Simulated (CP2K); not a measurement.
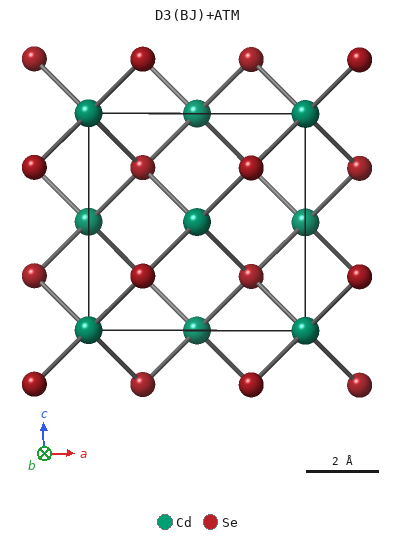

A crystal of CdSe (set up in F-43m), relaxed (cell and atoms) with several dispersion corrections. The picture shows the result with D3(BJ)+ATM. Style: ball-and-stick. Shown: the larger cell on standard axes (4 times the calculation's cell), along the b axis.

Computed with CP2K 2026.2: revPBE, GTH-PBE with UZH-DZVP basis. Settings: k-point mesh 6 × 6 × 6; occupations fermi-dirac; smearing width 0.05 eV; optimiser BFGS; no spin polarisation.

| dispersion correction | volume (Å³/atom) | a (Å) | b (Å) |
| --- | --- | --- | --- |
| D3(BJ)+ATM | 28.426 | 6.102 | 6.107 |
| D3(BJ) | 28.355 | 6.097 | 6.102 |
| D3 | 28.308 | 6.093 | 6.099 |
| D4 | 28.612 | 6.116 | 6.119 |
| none | ? | ? | ? |

### Fill in the missing row.

With none the volume is the largest of the series, above D4 (28.612). The calculation gives 30.744 Å³/atom (a = 6.271 Å, b = 6.255 Å). In order of volume: D3 < D3(BJ) < D3(BJ)+ATM < D4 < none; the spread is 8.6 %.

Each member starts from this one structure; whether another phase lies lower wasn't checked.
